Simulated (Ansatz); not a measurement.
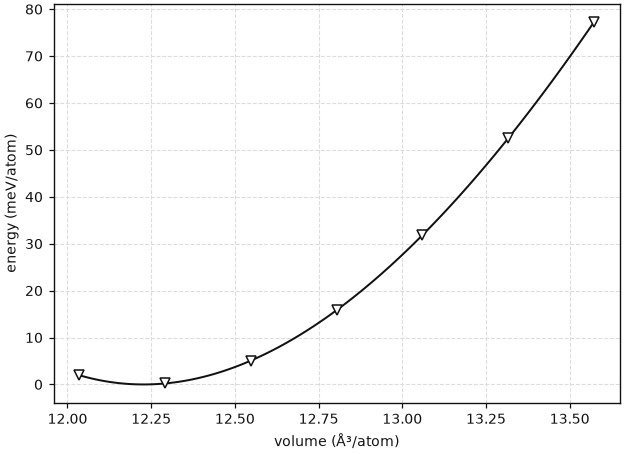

The plot gives the computed energy against volume for CoSi₂, space group Fm-3m (No. 225).

The given structure:
```
Co Si
1.0
     0.00000    2.67800    2.67800
     2.67800    0.00000    2.67800
     2.67800    2.67800    0.00000
Co Si
1 2
Direct
  0.00000 0.00000 0.00000
  0.75000 0.75000 0.75000
  0.25000 0.25000 0.25000
```

Computed with Ansatz 0.2.0: all-electron LAPW DFT, collinear spins; energies at scaled volumes of the given cell, shape and fractions fixed, counted from the fit's minimum, third-order Birch-Murnaghan fit. Level: LDA, collinear spin.

k mesh 9×9×9; occupations Fermi–Dirac; smearing width 0.05 eV; potentials all electron LAPW, scalar relativistic; program settings basis error eV/atom 0.002.

From this curve and the settings, what does the calculation give for the pressure at the same points?

The pressure falls from 3.33 GPa at volume 12.04 Å³/atom to −16.66 GPa at 13.57 Å³/atom, and changes sign near 12.23 Å³/atom.

```
volume (Å³/atom)  pressure (GPa)
           12.04            3.33
           12.29           -1.04
           12.55           -4.94
           12.80           -8.41
           13.06          -11.50
           13.32          -14.24
           13.57          -16.66
```

Limits of the calculation: the program warns: seeded moment not kept.
